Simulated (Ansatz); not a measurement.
Run report: WS$_{2}$, geometry relaxation (part 1 of 2)

- system: WS$_{2}$ (slab, 9 atoms in the cell)
- method: DFT PBEsol, scalar-relativistic, plane waves, PAW, no spin polarisation (Ansatz 0.2.0)

The structure derives from an entry of the Crystallography Open Database. The input holds or restrains some coordinates. Forces given for the steps count only the free coordinates. It belongs to a series of runs on one base structure; here: clean slab, lower half held.

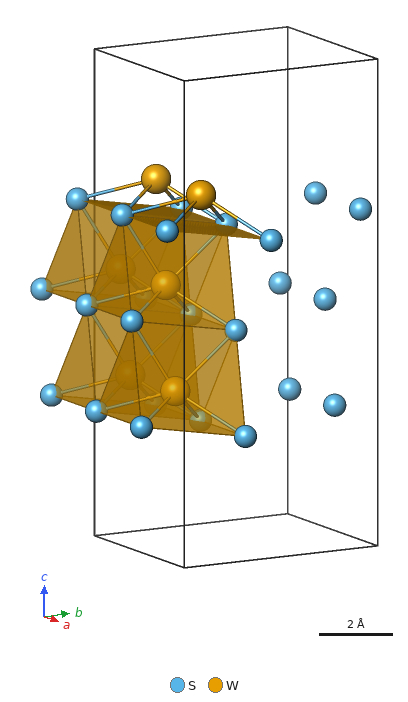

The structure as given in the input (polyhedral view of the 2 × 1 repeat of the cell, with the vacuum cut short, seen slightly off an axis; polyhedra are completed across the faces of the cell). An atom can appear more than once, as a periodic image.

Input file
```yaml
crystal:
  lattice:
    - [3.1476068056, 0.0, 0.0]
    - [-1.5738034028, 6.4349390149, 0.0]
    - [0.0, 0.0, 23.5179716457]
  atoms:
    - { symbol: S, position: [0.1414535899, 0.2829071797, 0.361425727] }
    - { symbol: S, position: [0.9004252595, 0.800850519, 0.3802388718] }
    - { symbol: W, position: [0.5308948236, 0.0617896472, 0.4090820769] }
    - { symbol: S, position: [0.6713612264, 0.3427224527, 0.4761718251] }
    - { symbol: S, position: [0.430332896, 0.860665792, 0.4949849698] }
    - { symbol: W, position: [0.0608024601, 0.1216049202, 0.5238281749] }
    - { symbol: S, position: [0.2012688629, 0.4025377257, 0.5909179231] }
    - { symbol: S, position: [0.9602405325, 0.920481065, 0.6097310678] }
    - { symbol: W, position: [0.5907100966, 0.1814201932, 0.638574273] }
basis:
  ecutwfc: 420
kpoints:
  mp_grid: { grid: [9, 4, 1] }
hamiltonian:
  xc: pbesol
scf:
  occupations: { method: gaussian, width: 0.05 }
output:
  forces: true
  eigenvalues: true
  write_density: true
  write_potential: true
  elf: true
  volumetric_format: npy
relax:
  adjacent_minimum: "off"
  f_tol: 0.03
  max_steps: 70
  constraints: [{ sites: [0, 1, 2, 3, 4] }]
efield:
  axis: 3
  dipole_correction: true
  ramp_width: 0.04
```

Run on 2 threads of Arm Neoverse V2, 128 GiB of memory available, shared host.

Launched with:
```bash
ansatz run input.yaml --threads 2 --pin off --max-ram 5120MiB --backend cpu --events-out ev --progress --plain --runs-dir out
```

Output
```
Warning: crystal.symmetry: narrowed to the stabiliser of the k-point mesh — unitary ops 2 → 1; excluded 1 operation that carries a point of the 9×4×1 mesh (shift [0, 0, 0]) off the mesh (the run samples exactly the mesh kpoints.mp_grid names, as under crystal.symmetry.detect: false, and its converged state has the mesh's symmetry, not the crystal's; ε∞, the Born charges and the force constants of a linear response (`dielectric:` by the response, `phonons.method: dfpt`) are averaged over those of the crystal's operations that the state keeps within a tolerance, where `mesh_tensors`, `unaveraged_element` or `gamma_mean_max_change_ev_ang2` stands beside them; a row that `dielectric.field_direction` solves alone is averaged likewise, with nothing beside; a Γ-centred mesh of equal divisions is mapped onto itself by every operation and keeps the whole group, as does a half-shifted one under kpoints.further_shifts: images)
Engine: ansatz 0.2.0, aarch64-unknown-linux-gnu
Pseudopotentials: kind: paw
Pseudopotential: S, paw, valence charge 6, recommended cutoff 420 eV (normal), S.paw.azcp
Pseudopotential: W, paw, valence charge 14, recommended cutoff 420 eV (normal), W.paw.azcp
Functional definition: PBEsol
  exchange = pbesol_x
  correlation = pbesol_c
Crystal: 9 atoms, lattice volume = 476.348 Å³
Basis set: ecut = 420 eV, 9267 PW (Γ), exchange–correlation on 48×90×320 points (8 copies of the dense FFT grid, shifted against one another)
Bands: 48, of which v1, the nominal top of the filled ones, is band 39 counted from 1 (38 counted from 0)
Symmetry: 1 space group operations
k-points: 19 of 36 (time reversal used)
Non-local potential: S, projectors of the file, l = 0: 2, l = 1: 2, l = 2: 2
Non-local potential: W, projectors of the file, l = 0: 3, l = 1: 2, l = 2: 2, l = 3: 1
PAW form: soft (Blöchl's): semilocal exchange-correlation on the pseudo side does not see the compensation charge
PAW frozen core: S, regenerated for the run's functional, and the local potential with it (the file was generated under x = pbe(κ = 0.804, μ = 0.2195149727645171), c = pbe(β = 0.06672455060314922))
PAW frozen core: W, regenerated for the run's functional, and the local potential with it (the file was generated under x = pbe(κ = 0.804, μ = 0.2195149727645171), c = pbe(β = 0.06672455060314922))
PAW one-centre angular grid: S, 110 points (default); XC on 64 Gauss nodes
PAW one-centre angular grid: W, 590 points (default); XC on 64 Gauss nodes
Initial density: superposition of atomic densities (neutral atoms: chi_scale 0, normalization atom), corrected by the library's trained network
Initial wavefunctions: pseudopotential atomic-orbital guess
Functional: x = pbesol(κ = 0.804, μ = 0.12345679012345678), c = pbesol(β = 0.046)
SCF iter   1: F=—  HF=-36081.838716 eV  |F-HF|=—  |Δ(HF+E_count)|=         —  Δρ=6.92e-3  dr2=1.49e0  ethr=1.77e-3  p=0.182 e·Å  D=6.91e-2 V/Å  ΔV_dip=-1.62 eV  dr2_dipole=4.53e-1  V_vac-E_F(+/−)=4.43/6.06 eV  ⟨swp⟩=8.2  Hψ=4212  notcnv=0  defer=11
efield: sawtooth ramp at fractional position 0.9800 (placed from the atoms, in the widest stretch of the axis that holds none; the zero of the levels goes with the place), width 0.0400; the density the first Hamiltonian is built on has a dipole p = 0.182 e·Å; the dipole correction subtracts the counter field D = 6.91e-2 V/Å, which shifts the + side's vacuum level by -1.62 eV against the − side's; the planar-averaged density in the ramp window peaks in size at 8.5e-6 e/Å³
preconditioner: auto → LDOS  [metal: Δε(μ)=0.005 eV  Ē_g=7.505 eV  σ=0.050 eV  W_gap=0.06  n_scr=46 (ndim 8)  ℏωp=12.5 eV  f_vac=0.593  D(μ)=11.30/eV (n_scr^D=54)  β→1.0]
SCF iter   2: F=—  HF=-36081.816858 eV  |F-HF|=—  |Δ(HF+E_count)|=   2.19e-2  Δρ=2.62e-3  dr2=9.42e-2  ethr=1.77e-3  p=0.211 e·Å  D=8.01e-2 V/Å  ΔV_dip=-1.88 eV  dr2_dipole=1.73e-2  V_vac-E_F(+/−)=4.38/6.27 eV  ⟨swp⟩=1.9  Hψ=1101  notcnv=0  defer=33
SCF iter   3: F=—  HF=-36081.813408 eV  |F-HF|=—  |Δ(HF+E_count)|=   3.45e-3  Δρ=1.48e-3  dr2=4.07e-2  ethr=1.21e-4  p=0.209 e·Å  D=7.95e-2 V/Å  ΔV_dip=-1.87 eV  dr2_dipole=7.32e-3  V_vac-E_F(+/−)=4.40/6.27 eV  ⟨swp⟩=2.1  Hψ=1369  notcnv=0  defer=56
SCF iter   4: F=—  HF=-36081.811899 eV  |F-HF|=—  |Δ(HF+E_count)|=   1.51e-3  Δρ=5.47e-4  dr2=6.16e-3  ethr=5.22e-5  p=0.212 e·Å  D=8.04e-2 V/Å  ΔV_dip=-1.89 eV  dr2_dipole=1.14e-3  V_vac-E_F(+/−)=4.38/6.27 eV  ⟨swp⟩=2.1  Hψ=1064  notcnv=0  defer=56
SCF iter   5: F=—  HF=-36081.811544 eV  |F-HF|=—  |Δ(HF+E_count)|=   3.55e-4  Δρ=2.70e-4  dr2=1.90e-3  ethr=7.89e-6  p=0.212 e·Å  D=8.06e-2 V/Å  ΔV_dip=-1.90 eV  dr2_dipole=6.03e-4  V_vac-E_F(+/−)=4.39/6.29 eV  ⟨swp⟩=2.1  Hψ=1257  notcnv=0  defer=56
SCF iter   6: F=—  HF=-36081.811512 eV  |F-HF|=—  |Δ(HF+E_count)|=   3.19e-5  Δρ=8.96e-5  dr2=8.28e-5  ethr=2.43e-6  p=0.212 e·Å  D=8.06e-2 V/Å  ΔV_dip=-1.90 eV  dr2_dipole=6.39e-7  V_vac-E_F(+/−)=4.39/6.29 eV  ⟨swp⟩=1.3  Hψ=882  notcnv=0  defer=56
SCF iter   7: F=—  HF=-36081.811524 eV  |F-HF|=—  |Δ(HF+E_count)|=   1.26e-5  Δρ=3.59e-5  dr2=2.31e-5  ethr=2.88e-8  p=0.212 e·Å  D=8.05e-2 V/Å  ΔV_dip=-1.89 eV  dr2_dipole=6.13e-6  V_vac-E_F(+/−)=4.40/6.29 eV  ⟨swp⟩=22.6  Hψ=11472  notcnv=0
SCF iter   8: F=-36081.811517 eV  HF=-36081.811525 eV  |F-HF|=8.57e-6  |Δ(HF+E_count)|=   8.62e-7  Δρ=2.64e-5  dr2=1.00e-5  ethr=2.88e-8  p=0.212 e·Å  D=8.05e-2 V/Å  ΔV_dip=-1.89 eV  dr2_dipole=2.56e-7  V_vac-E_F(+/−)=4.40/6.29 eV  ⟨swp⟩=15.0  Hψ=9267  notcnv=0
SCF 1 converged in 8 iterations: F = -36081.811517 eV  dr2 = 1.00e-5
  greatest PAW one-centre occupation: 1.000 electrons in one spin orbital (limit 2), on the W atom at site 2 (counted from 0), in its partial waves of l = 0
relax step   1: F+E_penalty+E_count = -36081.81151675 eV  Δ(F+E_penalty+E_count) = +0.000e0 eV  max|allowed force component| = 1.961e0 eV/Å  Δτ_max = 0.0000 Å  (8 SCF iters, dr2 threshold 2.25e-5 eV, accepted)
Initial density: handed on by an earlier stage of this run
Initial wavefunctions: those handed on with the density
iter 1 solved again at ethr=1.89e-3 eV; its pass at ethr=3.10e-3 eV (dr2=1.47e0 eV) is discarded
SCF iter   1: F=—  HF=-36082.086279 eV  |F-HF|=—  |Δ(HF+E_count)|=         —  Δρ=8.72e-3  dr2=1.35e0  ethr=1.89e-3  p=0.212 e·Å  D=8.05e-2 V/Å  ΔV_dip=-1.89 eV  dr2_dipole=4.99e-1  V_vac-E_F(+/−)=4.27/6.16 eV  ⟨swp⟩=1.0  Hψ=3606  notcnv=0  defer=29
efield: sawtooth ramp at fractional position 0.9800 (handed on by an earlier solve), width 0.0400; the density the first Hamiltonian is built on has a dipole p = 0.212 e·Å; the dipole correction subtracts the counter field D = 8.05e-2 V/Å, which shifts the + side's vacuum level by -1.89 eV against the − side's; the planar-averaged density in the ramp window peaks in size at 1.1e-6 e/Å³
preconditioner: auto → LDOS  [metal: Δε(μ)=0.040 eV  Ē_g=7.629 eV  σ=0.050 eV  W_gap=0.39  n_scr=46 (ndim 8)  ℏωp=12.5 eV  f_vac=0.595  D(μ)=3.42/eV (n_scr^D=18)  β→1.0]
SCF iter   2: F=—  HF=-36082.580578 eV  |F-HF|=—  |Δ(HF+E_count)|=   4.94e-1  Δρ=2.38e-2  dr2=3.16e1  ethr=1.73e-3  p=0.305 e·Å  D=1.16e-1 V/Å  ΔV_dip=-2.72 eV  dr2_dipole=1.26e1  V_vac-E_F(+/−)=4.11/6.83 eV  ⟨swp⟩=3.3  Hψ=1705  notcnv=0  defer=33  recentre
SCF iter   3: F=—  HF=-36082.054335 eV  |F-HF|=—  |Δ(HF+E_count)|=   5.26e-1  Δρ=6.30e-3  dr2=7.74e-1  ethr=1.73e-3  p=0.219 e·Å  D=8.33e-2 V/Å  ΔV_dip=-1.96 eV  dr2_dipole=2.79e-1  V_vac-E_F(+/−)=4.27/6.23 eV  ⟨swp⟩=2.7  Hψ=1332  notcnv=0  defer=34
SCF iter   4: F=—  HF=-36082.040059 eV  |F-HF|=—  |Δ(HF+E_count)|=   1.43e-2  Δρ=1.77e-3  dr2=4.78e-2  ethr=9.93e-4  p=0.227 e·Å  D=8.61e-2 V/Å  ΔV_dip=-2.03 eV  dr2_dipole=8.69e-3  V_vac-E_F(+/−)=4.26/6.28 eV  ⟨swp⟩=1.9  Hψ=938  notcnv=0  defer=38
SCF iter   5: F=—  HF=-36082.037148 eV  |F-HF|=—  |Δ(HF+E_count)|=   2.91e-3  Δρ=1.13e-3  dr2=6.11e-2  ethr=6.12e-5  p=0.227 e·Å  D=8.62e-2 V/Å  ΔV_dip=-2.03 eV  dr2_dipole=2.46e-2  V_vac-E_F(+/−)=4.27/6.30 eV  ⟨swp⟩=2.2  Hψ=1422  notcnv=0  defer=43
SCF iter   6: F=—  HF=-36082.036266 eV  |F-HF|=—  |Δ(HF+E_count)|=   8.82e-4  Δρ=6.16e-4  dr2=1.99e-2  ethr=6.12e-5  p=0.222 e·Å  D=8.42e-2 V/Å  ΔV_dip=-1.98 eV  dr2_dipole=7.81e-3  V_vac-E_F(+/−)=4.31/6.29 eV  ⟨swp⟩=1.0  Hψ=869  notcnv=0  defer=43
SCF iter   7: F=—  HF=-36082.035995 eV  |F-HF|=—  |Δ(HF+E_count)|=   2.71e-4  Δρ=2.46e-4  dr2=2.12e-3  ethr=2.55e-5  p=0.220 e·Å  D=8.34e-2 V/Å  ΔV_dip=-1.96 eV  dr2_dipole=7.89e-4  V_vac-E_F(+/−)=4.33/6.29 eV  ⟨swp⟩=1.0  Hψ=869  notcnv=0  defer=43
SCF iter   8: F=—  HF=-36082.036000 eV  |F-HF|=—  |Δ(HF+E_count)|=   5.36e-6  Δρ=8.81e-5  dr2=1.01e-4  ethr=2.72e-6  p=0.219 e·Å  D=8.31e-2 V/Å  ΔV_dip=-1.95 eV  dr2_dipole=8.84e-9  V_vac-E_F(+/−)=4.33/6.29 eV  ⟨swp⟩=1.7  Hψ=968  notcnv=0  defer=43
SCF iter   9: F=—  HF=-36082.036000 eV  |F-HF|=—  |Δ(HF+E_count)|=   3.94e-7  Δρ=5.83e-5  dr2=1.25e-4  ethr=1.29e-7  p=0.218 e·Å  D=8.28e-2 V/Å  ΔV_dip=-1.95 eV  dr2_dipole=3.40e-5  V_vac-E_F(+/−)=4.34/6.29 eV  ⟨swp⟩=2.0  Hψ=1297  notcnv=0  defer=43
SCF iter  10: F=-36082.035983 eV  HF=-36082.035997 eV  |F-HF|=1.38e-5  |Δ(HF+E_count)|=   2.85e-6  Δρ=3.30e-5  dr2=1.58e-5  ethr=1.28e-7  p=0.218 e·Å  D=8.28e-2 V/Å  ΔV_dip=-1.95 eV  dr2_dipole=2.08e-7  V_vac-E_F(+/−)=4.34/6.29 eV  ⟨swp⟩=22.3  Hψ=10163  notcnv=0
SCF 2 converged in 10 iterations: F = -36082.035983 eV  dr2 = 1.58e-5
relax step   2: F+E_penalty+E_count = -36082.03598307 eV  Δ(F+E_penalty+E_count) = -2.245e-1 eV  max|allowed force component| = 3.243e-1 eV/Å  Δτ_max = 0.1946 Å  (10 SCF iters, dr2 threshold 1.00e-4 eV, accepted)
SCF iter   1: F=—  HF=-36082.043350 eV  |F-HF|=—  |Δ(HF+E_count)|=         —  Δρ=1.19e-3  dr2=1.44e-2  ethr=9.58e-4  p=0.218 e·Å  D=8.28e-2 V/Å  ΔV_dip=-1.95 eV  dr2_dipole=7.93e-4  V_vac-E_F(+/−)=4.34/6.29 eV  ⟨swp⟩=2.7  Hψ=1479  notcnv=0  defer=40
efield: sawtooth ramp at fractional position 0.9800 (handed on by an earlier solve), width 0.0400; the density the first Hamiltonian is built on has a dipole p = 0.218 e·Å; the dipole correction subtracts the counter field D = 8.28e-2 V/Å, which shifts the + side's vacuum level by -1.95 eV against the − side's; the planar-averaged density in the ramp window peaks in size at 7.8e-7 e/Å³
preconditioner: auto → LDOS  [metal: Δε(μ)=0.046 eV  Ē_g=7.549 eV  σ=0.050 eV  W_gap=0.47  n_scr=46 (ndim 8)  ℏωp=12.5 eV  f_vac=0.592  D(μ)=5.93/eV (n_scr^D=28)  β→1.0]
SCF iter   2: F=—  HF=-36082.044861 eV  |F-HF|=—  |Δ(HF+E_count)|=   1.51e-3  Δρ=7.81e-4  dr2=7.82e-3  ethr=1.84e-5  p=0.216 e·Å  D=8.21e-2 V/Å  ΔV_dip=-1.93 eV  dr2_dipole=5.76e-5  V_vac-E_F(+/−)=4.36/6.29 eV  ⟨swp⟩=2.0  Hψ=1656  notcnv=0  defer=43
SCF iter   3: F=—  HF=-36082.043623 eV  |F-HF|=—  |Δ(HF+E_count)|=   1.24e-3  Δρ=3.12e-4  dr2=2.15e-3  ethr=1.00e-5  p=0.217 e·Å  D=8.25e-2 V/Å  ΔV_dip=-1.94 eV  dr2_dipole=1.04e-4  V_vac-E_F(+/−)=4.35/6.29 eV  ⟨swp⟩=2.0  Hψ=1360  notcnv=0  defer=43
SCF iter   4: F=—  HF=-36082.043456 eV  |F-HF|=—  |Δ(HF+E_count)|=   1.67e-4  Δρ=1.03e-4  dr2=2.15e-4  ethr=2.76e-6  p=0.217 e·Å  D=8.24e-2 V/Å  ΔV_dip=-1.94 eV  dr2_dipole=5.41e-7  V_vac-E_F(+/−)=4.35/6.29 eV  ⟨swp⟩=2.0  Hψ=1280  notcnv=0  defer=43
SCF iter   5: F=—  HF=-36082.043442 eV  |F-HF|=—  |Δ(HF+E_count)|=   1.49e-5  Δρ=4.56e-5  dr2=4.27e-5  ethr=2.75e-7  p=0.217 e·Å  D=8.23e-2 V/Å  ΔV_dip=-1.94 eV  dr2_dipole=4.82e-6  V_vac-E_F(+/−)=4.35/6.29 eV  ⟨swp⟩=2.1  Hψ=1249  notcnv=0  defer=43
SCF iter   6: F=-36082.043438 eV  HF=-36082.043442 eV  |F-HF|=4.17e-6  |Δ(HF+E_count)|=   4.29e-7  Δρ=1.78e-5  dr2=5.27e-6  ethr=8.43e-9  p=0.217 e·Å  D=8.23e-2 V/Å  ΔV_dip=-1.93 eV  dr2_dipole=1.36e-9  V_vac-E_F(+/−)=4.35/6.29 eV  ⟨swp⟩=19.8  Hψ=10105  notcnv=0
SCF 3 converged in 6 iterations: F = -36082.043438 eV  dr2 = 5.27e-6
relax step   3: F+E_penalty+E_count = -36082.04343776 eV  Δ(F+E_penalty+E_count) = -7.455e-3 eV  max|allowed force component| = 7.521e-2 eV/Å  Δτ_max = 0.0312 Å  (6 SCF iters, dr2 threshold 6.58e-6 eV, accepted)
SCF iter   1: F=—  HF=-36082.044504 eV  |F-HF|=—  |Δ(HF+E_count)|=         —  Δρ=8.14e-4  dr2=1.33e-2  ethr=3.31e-5  p=0.217 e·Å  D=8.23e-2 V/Å  ΔV_dip=-1.93 eV  dr2_dipole=4.14e-3  V_vac-E_F(+/−)=4.35/6.28 eV  ⟨swp⟩=2.8  Hψ=1869  notcnv=0  defer=42
efield: sawtooth ramp at fractional position 0.9800 (handed on by an earlier solve), width 0.0400; the density the first Hamiltonian is built on has a dipole p = 0.217 e·Å; the dipole correction subtracts the counter field D = 8.23e-2 V/Å, which shifts the + side's vacuum level by -1.93 eV against the − side's; the planar-averaged density in the ramp window peaks in size at 9.6e-7 e/Å³
preconditioner: auto → LDOS  [metal: Δε(μ)=0.032 eV  Ē_g=7.553 eV  σ=0.050 eV  W_gap=0.33  n_scr=46 (ndim 8)  ℏωp=12.5 eV  f_vac=0.593  D(μ)=5.94/eV (n_scr^D=28)  β→1.0]
SCF iter   2: F=—  HF=-36082.044366 eV  |F-HF|=—  |Δ(HF+E_count)|=   1.38e-4  Δρ=5.73e-4  dr2=7.99e-3  ethr=1.70e-5  p=0.217 e·Å  D=8.23e-2 V/Å  ΔV_dip=-1.94 eV  dr2_dipole=1.83e-3  V_vac-E_F(+/−)=4.36/6.29 eV  ⟨swp⟩=1.7  Hψ=1113  notcnv=0  defer=42
SCF iter   3: F=—  HF=-36082.044023 eV  |F-HF|=—  |Δ(HF+E_count)|=   3.43e-4  Δρ=2.04e-4  dr2=9.80e-4  ethr=1.02e-5  p=0.217 e·Å  D=8.24e-2 V/Å  ΔV_dip=-1.94 eV  dr2_dipole=1.54e-4  V_vac-E_F(+/−)=4.35/6.29 eV  ⟨swp⟩=2.0  Hψ=1198  notcnv=0  defer=42
SCF iter   4: F=—  HF=-36082.043951 eV  |F-HF|=—  |Δ(HF+E_count)|=   7.25e-5  Δρ=4.57e-5  dr2=3.46e-5  ethr=1.26e-6  p=0.217 e·Å  D=8.23e-2 V/Å  ΔV_dip=-1.94 eV  dr2_dipole=5.80e-6  V_vac-E_F(+/−)=4.35/6.29 eV  ⟨swp⟩=2.0  Hψ=1250  notcnv=0  defer=42
SCF iter   5: F=—  HF=-36082.044015 eV  |F-HF|=—  |Δ(HF+E_count)|=   6.42e-5  Δρ=1.75e-5  dr2=3.73e-6  ethr=4.44e-8  p=0.217 e·Å  D=8.23e-2 V/Å  ΔV_dip=-1.94 eV  dr2_dipole=2.81e-7  V_vac-E_F(+/−)=4.35/6.29 eV  ⟨swp⟩=2.2  Hψ=1352  notcnv=0  defer=42
SCF iter   6: F=—  HF=-36082.044016 eV  |F-HF|=—  |Δ(HF+E_count)|=   1.48e-6  Δρ=1.10e-5  dr2=1.63e-6  ethr=4.78e-9  p=0.217 e·Å  D=8.23e-2 V/Å  ΔV_dip=-1.93 eV  dr2_dipole=5.48e-8  V_vac-E_F(+/−)=4.35/6.29 eV  ⟨swp⟩=2.1  Hψ=1222  notcnv=0  defer=42
SCF iter   7: F=—  HF=-36082.044017 eV  |F-HF|=—  |Δ(HF+E_count)|=   2.61e-7  Δρ=5.26e-6  dr2=3.46e-7  ethr=2.09e-9  p=0.217 e·Å  D=8.23e-2 V/Å  ΔV_dip=-1.93 eV  dr2_dipole=1.92e-8  V_vac-E_F(+/−)=4.36/6.29 eV  ⟨swp⟩=2.0  Hψ=1108  notcnv=0  defer=42
SCF iter   8: F=-36082.044017 eV  HF=-36082.044017 eV  |F-HF|=1.65e-8  |Δ(HF+E_count)|=   3.50e-8  Δρ=2.50e-6  dr2=6.50e-8  ethr=1.28e-10  p=0.217 e·Å  D=8.22e-2 V/Å  ΔV_dip=-1.93 eV  dr2_dipole=2.05e-9  V_vac-E_F(+/−)=4.36/6.29 eV  ⟨swp⟩=18.6  Hψ=8198  notcnv=0
SCF 4 converged in 8 iterations: F = -36082.044017 eV  dr2 = 6.50e-8
relax step   4: F+E_penalty+E_count = -36082.04401669 eV  Δ(F+E_penalty+E_count) = -5.789e-4 eV  max|allowed force component| = 2.214e-2 eV/Å  Δτ_max = 0.0141 Å  (8 SCF iters, accepted)
```

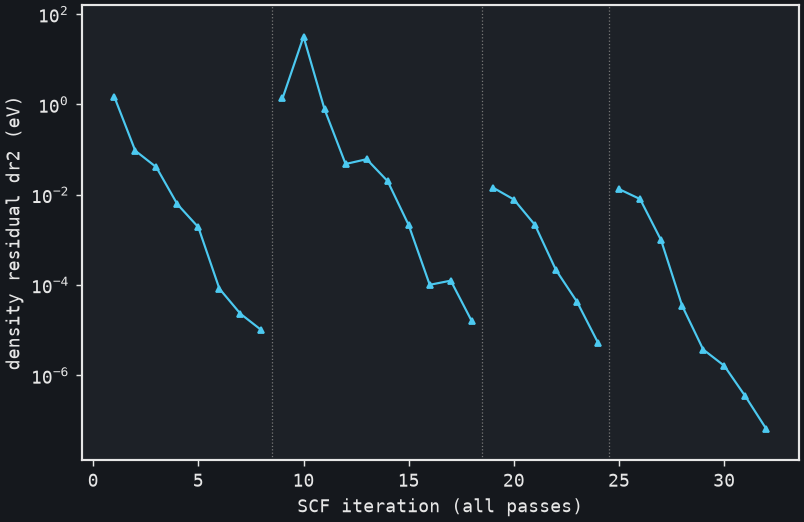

Convergence of the self-consistent field: density residual dr2 against the SCF iteration. The dotted lines part the SCF passes of the relaxation: geometry steps, rejected trials and re-solves on a re-selected basis. The passes take 8, 10, 6 and 8 iterations.
